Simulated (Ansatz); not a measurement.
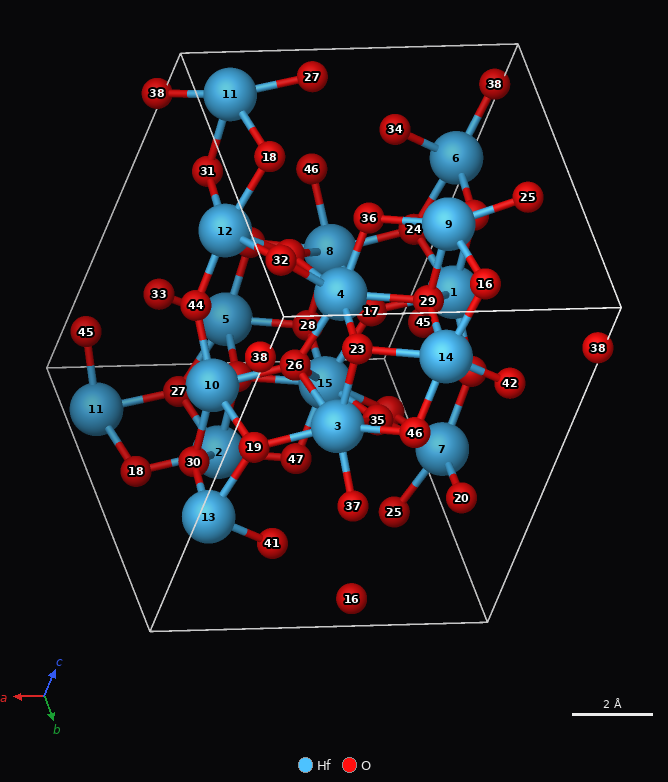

**Figure 1.** The input geometry (ball-and-stick view of the cell of the calculation, seen at an oblique angle; atoms are numbered from 1 in the order of the input). An atom can appear more than once, as a periodic image.

Hf$_{15}$O$_{32}$: single-point calculation (part 1 of 3)

- system: Hf$_{15}$O$_{32}$ (defect cell, 47 atoms in the cell)
- method: DFT PBE, scalar-relativistic, plane waves, PAW, spin-polarised (Ansatz 0.2.0)

The structure derives from an entry of the Crystallography Open Database. Figures and captions count atoms from 1; the log counts them from 0 in places.

## Log
```
Engine: ansatz 0.2.0, aarch64-unknown-linux-gnu
Pseudopotentials: kind: paw
Pseudopotential: Hf, paw, valence charge 26, recommended cutoff 420 eV (normal), Hf.paw.azcp
Pseudopotential: O, paw, valence charge 6, recommended cutoff 420 eV (normal), O.paw.azcp
Functional definition: PBE
  parameter kappa = 0.804
  parameter beta = 0.06672455060314922
  exchange = pbe_x(kappa = kappa, mu = beta*pi^2/3)
  correlation = pbe_c(beta = beta)
Crystal: 47 atoms, lattice volume = 553.513 Å³
Basis set: ecut = 420 eV, 10821 PW (Γ), exchange–correlation on 120×120×128 points (8 copies of the dense FFT grid, shifted against one another)
Bands: 352, of which v1, the nominal top of the filled ones, is band 291 counted from 1 (290 counted from 0)
Symmetry: 1 space group operations
Space group: P1 (ITA 1), of the structure as read, at distance tolerance 8.2e-5 Å
Magnetic group: BNS 1.1 (UNI 1), of the structure as read, at distance tolerance 8.2e-5 Å
k-points: 8
Non-local potential: Hf, projectors of the file, l = 0: 3, l = 1: 2, l = 2: 2, l = 3: 3
Non-local potential: O, projectors of the file, l = 0: 2, l = 1: 2, l = 2: 1
PAW form: soft (Blöchl's): semilocal exchange-correlation on the pseudo side does not see the compensation charge
PAW one-centre angular grid: Hf, 590 points (default); XC on 64 Gauss nodes
PAW one-centre angular grid: O, 110 points (default); XC on 64 Gauss nodes
Initial density: superposition of atomic densities (chi_scale 0.1, normalization cell, long waves kept (reshape's long-wave potential 0.29 eV rms))
Starting moments: Σ|m| = 3.56 μB on 15 of 47 sites
Initial wavefunctions: pseudopotential atomic-orbital guess
Functional: x = pbe(κ = 0.804, μ = 0.2195149727645171), c = pbe(β = 0.06672455060314922)
SCF iter   1: F=—  HF=-254053.377826 eV  |F-HF|=—  |Δ(HF+E_count)|=         —  Δρ=6.01e-2 (↑5.22e-2 ↓6.01e-2)  dr2=8.48e1  dr2_m=7.20e-1  M=3.999 μB ∫|m|=4.292 μB  β_m=0.30  ethr=3.10e-3  ⟨swp⟩=6.0  Hψ=17162  notcnv=0  defer=412
Mixer restart at iter 1: flushing history
preconditioner: auto → Resta (q_TF=auto, 2.751 Å⁻¹)  ε∞=4.9  [insulator: Δε(μ)=0.164 eV  Ē_g=18.683 eV  σ=0.050 eV  W_gap=0.98  n_scr=202 (ndim 8)  ℏωp=37.1 eV  f_vac=0.028  D(μ)=0.39/eV (n_scr^D=0)  ε∞_Penn≈4.9]
spin=Collinear: Resta preconditioning applied to the charge; magnetization (m = ρ↑ − ρ↓) channel mixes plain (no charge-response kernel on spin).
SCF iter   2: F=—  HF=-254034.191611 eV  |F-HF|=—  |Δ(HF+E_count)|=    1.92e1  Δρ=3.42e-2 (↑2.78e-2 ↓3.42e-2)  dr2=2.55e1  dr2_m=5.03e-1  M=4.000 μB ∫|m|=4.278 μB  β_m=0.43  ethr=3.10e-3  ⟨swp⟩=2.5  Hψ=9848  notcnv=0  defer=863
SCF iter   3: F=—  HF=-254041.569460 eV  |F-HF|=—  |Δ(HF+E_count)|=    7.38e0  Δρ=1.55e-2 (↑1.45e-2 ↓1.55e-2)  dr2=4.94e0  dr2_m=1.19e-1  M=4.000 μB ∫|m|=4.296 μB  β_m=0.61  ethr=3.10e-3  ⟨swp⟩=3.1  Hψ=10345  notcnv=0  defer=858
SCF iter   4: F=—  HF=-254048.893052 eV  |F-HF|=—  |Δ(HF+E_count)|=    7.32e0  Δρ=5.97e-3 (↑5.72e-3 ↓5.97e-3)  dr2=6.60e-1  dr2_m=1.50e-2  M=3.993 μB ∫|m|=4.332 μB  β_m=0.63  ethr=8.48e-4  ⟨swp⟩=2.5  Hψ=10643  notcnv=0  defer=858
SCF iter   5: F=—  HF=-254048.951265 eV  |F-HF|=—  |Δ(HF+E_count)|=   5.82e-2  Δρ=3.18e-3 (↑2.51e-3 ↓3.18e-3)  dr2=1.81e-1  dr2_m=7.14e-3  M=3.994 μB ∫|m|=4.352 μB  β_m=0.77  ethr=1.13e-4  ⟨swp⟩=2.0  Hψ=9252  notcnv=0  defer=858
SCF iter   6: F=—  HF=-254048.979650 eV  |F-HF|=—  |Δ(HF+E_count)|=   2.84e-2  Δρ=1.67e-3 (↑8.13e-4 ↓1.67e-3)  dr2=2.95e-2  dr2_m=2.34e-3  M=4.000 μB ∫|m|=4.383 μB  β_m=0.77  ethr=3.12e-5  ⟨swp⟩=2.0  Hψ=10294  notcnv=0  defer=858
SCF iter   7: F=—  HF=-254048.987595 eV  |F-HF|=—  |Δ(HF+E_count)|=   7.94e-3  Δρ=6.42e-4 (↑5.44e-4 ↓6.42e-4)  dr2=6.21e-3  dr2_m=3.16e-4  M=4.000 μB ∫|m|=4.382 μB  β_m=0.79  ethr=5.07e-6  ⟨swp⟩=2.1  Hψ=10072  notcnv=0  defer=857
SCF iter   8: F=—  HF=-254048.991058 eV  |F-HF|=—  |Δ(HF+E_count)|=   3.46e-3  Δρ=4.15e-4 (↑2.65e-4 ↓4.15e-4)  dr2=2.59e-3  dr2_m=1.01e-4  M=4.000 μB ∫|m|=4.382 μB  β_m=0.79  ethr=1.07e-6  ⟨swp⟩=2.0  Hψ=10272  notcnv=0  defer=857
SCF iter   9: F=—  HF=-254048.992163 eV  |F-HF|=—  |Δ(HF+E_count)|=   1.11e-3  Δρ=1.54e-4 (↑1.16e-4 ↓1.54e-4)  dr2=3.34e-4  dr2_m=1.87e-5  M=4.000 μB ∫|m|=4.380 μB  β_m=0.79  ethr=4.46e-7  ⟨swp⟩=2.0  Hψ=9131  notcnv=0  defer=857
SCF iter  10: F=—  HF=-254048.992284 eV  |F-HF|=—  |Δ(HF+E_count)|=   1.21e-4  Δρ=8.00e-5 (↑6.39e-5 ↓8.00e-5)  dr2=9.72e-5  dr2_m=3.41e-6  M=4.000 μB ∫|m|=4.380 μB  β_m=0.78  ethr=5.75e-8  ⟨swp⟩=2.0  Hψ=9310  notcnv=0  defer=857
SCF iter  11: F=—  HF=-254048.992312 eV  |F-HF|=—  |Δ(HF+E_count)|=   2.81e-5  Δρ=3.97e-5 (↑2.70e-5 ↓3.97e-5)  dr2=2.32e-5  dr2_m=1.20e-6  M=4.000 μB ∫|m|=4.379 μB  β_m=0.79  ethr=1.67e-8  ⟨swp⟩=2.0  Hψ=9360  notcnv=0  defer=857
SCF iter  12: F=—  HF=-254048.992317 eV  |F-HF|=—  |Δ(HF+E_count)|=   4.74e-6  Δρ=1.77e-5 (↑1.48e-5 ↓1.77e-5)  dr2=5.01e-6  dr2_m=1.09e-7  M=4.000 μB ∫|m|=4.379 μB  β_m=0.71  ethr=3.99e-9  ⟨swp⟩=2.0  Hψ=9193  notcnv=0  defer=857
SCF iter  13: F=—  HF=-254048.992318 eV  |F-HF|=—  |Δ(HF+E_count)|=   9.79e-7  Δρ=9.00e-6 (↑5.03e-6 ↓9.00e-6)  dr2=7.37e-7  dr2_m=9.32e-8  M=4.000 μB ∫|m|=4.379 μB  β_m=0.75  ethr=8.61e-10  ⟨swp⟩=2.0  Hψ=9206  notcnv=0  defer=857
SCF iter  14: F=—  HF=-254048.992318 eV  |F-HF|=—  |Δ(HF+E_count)|=   5.22e-7  Δρ=4.80e-6 (↑3.07e-6 ↓4.80e-6)  dr2=2.26e-7  dr2_m=2.78e-8  M=4.000 μB ∫|m|=4.379 μB  β_m=0.85  ethr=1.27e-10  ⟨swp⟩=2.0  Hψ=10048  notcnv=0  defer=857
SCF iter  15: F=—  HF=-254048.992318 eV  |F-HF|=—  |Δ(HF+E_count)|=   1.44e-7  Δρ=2.97e-6 (↑1.85e-6 ↓2.97e-6)  dr2=1.09e-7  dr2_m=6.12e-9  M=4.000 μB ∫|m|=4.379 μB  β_m=0.83  ethr=3.88e-11  ⟨swp⟩=2.0  Hψ=9308  notcnv=0  defer=857
SCF iter  16: F=-254048.992318 eV  HF=-254048.992318 eV  |F-HF|=3.09e-8  |Δ(HF+E_count)|=   2.35e-8  Δρ=2.33e-6 (↑8.75e-7 ↓2.33e-6)  dr2=4.90e-8  dr2_m=5.83e-9  M=4.000 μB ∫|m|=4.379 μB  ethr=1.72e-11  ⟨swp⟩=11.9  Hψ=23894  notcnv=0
SCF 1 converged in 16 iterations: F = -254048.992318 eV  dr2 = 4.90e-8
  greatest PAW one-centre occupation: 0.999 electrons in one spin orbital (limit 2), on the Hf atom at site 1 (counted from 0), in its partial waves of l = 0
```

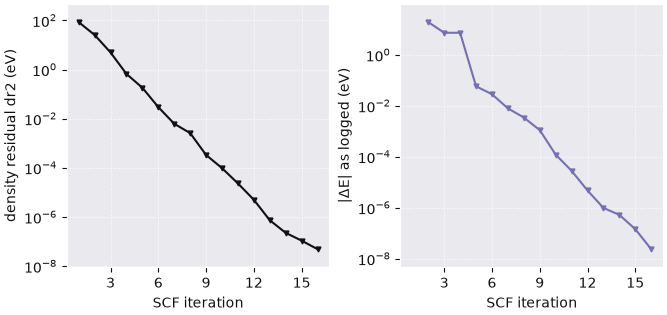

**Figure 2.** Convergence of the self-consistent field: density residual dr2 and size of the energy change against the SCF iteration. The residual falls at every step.

```
SCF converged after 16 iterations
Magnetization: 3.9998 μB (292.9999 up, 289.0001 down)
Absolute magnetization: 4.3976 μB (∫|ρ↑−ρ↓|, with the PAW one-centre terms)
Spin contamination: 0.0175 ħ² per cell (⟨S²⟩ above its minimum at these occupations)
Per-site moments (μB) at R_I (Å): [(-0.0019172352213656708, 0.8417961832822096), (-0.000912529559185911, 0.854352592411843), (-0.0014384090583785475, 0.8402633739584078), (-0.0055495889801019035, 0.846188175546983), (-0.0031445148972470433, 0.8448827694235747), (-0.003286382892700007, 0.8343356549266095), (-0.003766279843674745, 0.8429804151754554), (-0.000890027887989896, 0.8589609528153652), (-0.00391170632431865, 0.8479585934781438), (-0.000766397003053162, 0.8448964149454182), (-0.005440094024061679, 0.8434383212859949), (-0.0038127937088541395, 0.8434751568803839), (-0.00493312444056854, 0.8455855969734504), (-0.0003058191885993028, 0.8427394982292096), (-0.0008300658270146659, 0.8457520298615162), (0.15512719747755216, 0.8558823261895082), (0.013031055486130753, 0.8738674146796559), (0.025594689405417346, 0.8801416295042801), (0.01043835831273951, 0.8946212740331313), (0.07207920819168069, 0.8429804151754554), (0.028942810442923725, 0.8780851494006359), (0.010073534311422013, 0.8834215183254107), (0.025617239309604842, 0.8829468510514488), (0.01662562223434049, 0.8928759350706691), (0.3013223500855953, 0.8689582249454574), (0.007248123000686214, 0.8837378231966163), (0.02555509313428596, 0.870827502891539), (0.037222728713385195, 0.8510861696475777), (0.007878907959055749, 0.8854748758218005), (0.008050496190609553, 0.872147212402056), (0.16686851139355396, 0.9008202149150163), (0.5761422696443166, 0.8563091879474712), (0.34473501984166327, 0.862514289186971), (0.03733078613661989, 0.8343356549266095), (0.02648893566022639, 0.8402633739584078), (0.14362125845435544, 0.846188175546983), (0.06415081129008697, 0.8421599288002668), (0.6428642661611419, 0.8614875165654595), (0.020509271404031516, 0.8417961832822096), (0.07518088211381174, 0.8451247694022123), (0.0798962383977284, 0.8479585934781438), (0.02244285017049964, 0.8427394982292096), (0.19838055221502673, 0.8493369094694335), (0.05451322597893237, 0.8434751568803839), (0.4912066806680652, 0.8434383212859949), (0.038838945582964385, 0.855391436954101), (0.0308481041179414, 0.8457520298615162)]
Free energy (F): -254048.992318 eV
Harris-Foulkes:  -254048.992318 eV  (|F-HF|=3.09e-8)
Internal energy: -254048.986066 eV  (E = F + TS)
E sigma→0 (E₀):  -254048.989192 eV
Entropy (-TS):   -0.006252 eV (-0.133 meV/atom)
Fermi energy:    13.042208 eV
--- Per-component energies (eV) ---
  E_band       = -471.910909
  E_kinetic    = 11923.529347
  E_local      = -98292.983159  (includes V_loc(G=0)·N_el)
  E_nonlocal   = -17102.714401
  E_hartree    = 44888.355493
  E_xc         = -6859.741306
  E_vxc        = -7003.610762  (∫ρ·V_xc dr)
  E_paw        = -108968.420249  (= ΣΔE_a)
  E_vpaw       = 20227.068506  (= ΣTr[D̂ρ^β])
  E_aug_tail   = 0.078899  (compensation charges beyond the density's cutoff)
  E_ewald      = -79637.090691
  E_smearing   = -0.006252  (= −TS)
  E_closure    = 0.000000  (closes the sum)
  Σ components = -254048.992318   (vs F -254048.992318, Δ=0.00e0)
--- Forces (eV/Å), atoms counted from 1 ---
  atom   1  Hf    -0.00281051    -0.01783384    -0.02330392
  atom   2  Hf     0.01876339     0.00001070     0.00002778
  atom   3  Hf    -0.00020130     0.01677039     0.00441479
  atom   4  Hf    -0.01201308    -0.01071148     0.00000704
  atom   5  Hf     0.00525963     0.00466600    -0.00631014
  atom   6  Hf     0.01024461     0.01466402    -0.01596199
  atom   7  Hf    -0.00263202     0.01399165     0.00177190
  atom   8  Hf     0.00098320    -0.01844440     0.01493360
  atom   9  Hf     0.00266087    -0.01453482    -0.00576884
  atom  10  Hf    -0.01349197     0.01562655     0.00684775
  atom  11  Hf    -0.00816830    -0.00404479    -0.00594809
  atom  12  Hf     0.00247162    -0.00020567    -0.00997495
  atom  13  Hf    -0.01558027     0.01187745     0.00414327
  atom  14  Hf     0.00001176    -0.01285517     0.01143100
  atom  15  Hf     0.00342394    -0.01156229     0.00469471
  atom  16  O      0.00295644    -0.00355964    -0.00516581
  atom  17  O     -0.01243138     0.00656143    -0.00210710
  atom  18  O     -0.00527297    -0.00466821     0.00769806
  atom  19  O     -0.00056029     0.00203836     0.00319853
  atom  20  O      0.00330074     0.00419170    -0.00504739
  atom  21  O     -0.00908082    -0.00245461     0.00827569
  atom  22  O      0.00058458     0.00748414     0.00620733
  atom  23  O      0.00392361    -0.00303562     0.00500717
  atom  24  O     -0.00156505     0.00578925    -0.00186115
  atom  25  O     -0.00072134     0.00321906    -0.00461982
  atom  26  O      0.01377641    -0.01130911     0.00444680
  atom  27  O     -0.00714871     0.01818320    -0.00964780
  atom  28  O     -0.00076292     0.00408720    -0.00808689
  atom  29  O     -0.01296642     0.00228111     0.00833222
  atom  30  O      0.00283128    -0.01549212    -0.00670061
  atom  31  O     -0.00183457     0.01036464    -0.00155439
  atom  32  O      0.01379904    -0.00076359     0.00510767
  atom  33  O      0.01564092    -0.00432066    -0.00152167
  atom  34  O      0.01123003    -0.00506443    -0.00346035
  atom  35  O     -0.01501249     0.01814872    -0.00194705
  atom  36  O      0.01070629     0.01514855    -0.00334569
  atom  37  O      0.00443196    -0.00212940    -0.00056106
  atom  38  O     -0.00488317    -0.00292442     0.00244258
  atom  39  O      0.00916987    -0.01123229     0.00469913
  atom  40  O      0.00395008    -0.00570302     0.00266278
  atom  41  O     -0.00919186     0.00742980     0.00522057
  atom  42  O     -0.00251715     0.00077166     0.01302068
  atom  43  O      0.00732229    -0.01262329    -0.01454292
  atom  44  O      0.00088218     0.00418412     0.00130277
  atom  45  O      0.00550759    -0.00572112     0.00362428
  atom  46  O     -0.00571083    -0.00055889    -0.00210719
  atom  47  O     -0.00922890    -0.00581783     0.01003426
  max |Σ_I F_I| component: 8.10e-5 eV/Å
--- Band table (eV; the first three rows and the last of 16) ---
  k-point 0 ↑: bands = ["-47.3385", "-47.3234", "-47.3183", "-47.2978", "-47.2939", "-47.2811", "-47.2316", "-47.2286", "-47.1900", "-47.1535", ... 142 levels left out ..., "2.9631", "2.9672", "2.9693", "2.9759", "2.9784", "2.9807", "2.9886", "2.9921", "2.9937", "2.9946", "3.0004", "3.0025", "3.0077", "3.0100", "3.0117", "3.0123", "3.0187", "3.0219", "3.0247", "3.0273", "3.0286", "3.0297", "3.0323", "3.0346", "3.0354", "3.0379", "3.0420", "3.0425", "3.0450",
      "3.0490", "3.0517", "3.0557", "3.0568", "3.0599", "3.0643", "3.0673", "3.0695", "3.0712", "3.0741", "3.0785", "3.0811", "3.0853", "3.0958", "3.1065", "3.1158", "7.7155", "7.7706", "8.2236", "8.2856", "8.3422", "8.4260", "8.4549", "8.4938", "8.5900", "8.5967", "8.6665", "8.6794", "8.6986", "8.7501", "8.8430", "8.8756", "8.9251", "8.9466", "8.9944", "9.0451", "9.1234", "9.1549", "9.1686", "9.2332",
      "9.3081", "9.3618", "9.4091", "9.4823", "9.5305", "9.5732", "9.7045", "9.7794", "9.8389", "9.9040", "9.9507", "9.9996", "10.0259", "10.1011", "10.1412", "10.2121", "10.2397", "10.3289", "10.3739", "10.4144", "10.4367", "10.5195", "10.5864", "10.6596", "10.7037", "10.7477", "10.8002", "10.9375", "10.9554", "10.9823", "11.0525", "11.0842", "11.1263", "11.1964", "11.2226", "11.2537", "11.3026", "11.3522", "11.3701", "11.4210",
      "11.4527", "11.5509", "11.5634", "11.6170", "11.6417", "11.6529", "11.7141", "11.7814", "11.7950", "11.8092", "11.8751", "11.9022", "11.9427", "11.9727", "12.0173", "12.0193", "12.1004", "12.1752", "12.1851", "12.2370", "12.2872", "12.3267", "12.3432", "12.4212", "12.4633", "12.5313", "12.5655", "12.6258", "12.6783", "12.7214", "12.8576", "12.9151", "17.6265", "17.6633", "17.8122", "17.9130", "17.9923", "18.1366", "18.2740", "18.3261",
      "18.3823", "18.3906", "18.4817", "18.5139", "18.5889", "18.6783", "18.7283", "18.7534", "18.8643", "18.9697", "18.9851", "19.0732", "19.1080", "19.2281", "19.2523", "19.3511", "19.4598", "19.5079", "19.5128", "19.5945", "19.6239", "19.6645", "19.6949", "19.7876", "19.8296", "19.8712", "19.9179", "19.9995", "20.1840", "20.2812", "20.4077", "20.4208", "20.6588", "20.7158", "20.8432", "20.9491", "21.0105", "21.0355", "21.1244", "21.2284",
      "21.2417", "21.2856", "21.3421", "21.4117", "21.4825", "21.5857", "21.7037", "21.7930", "21.8445", "21.9605", "22.0035"]
```
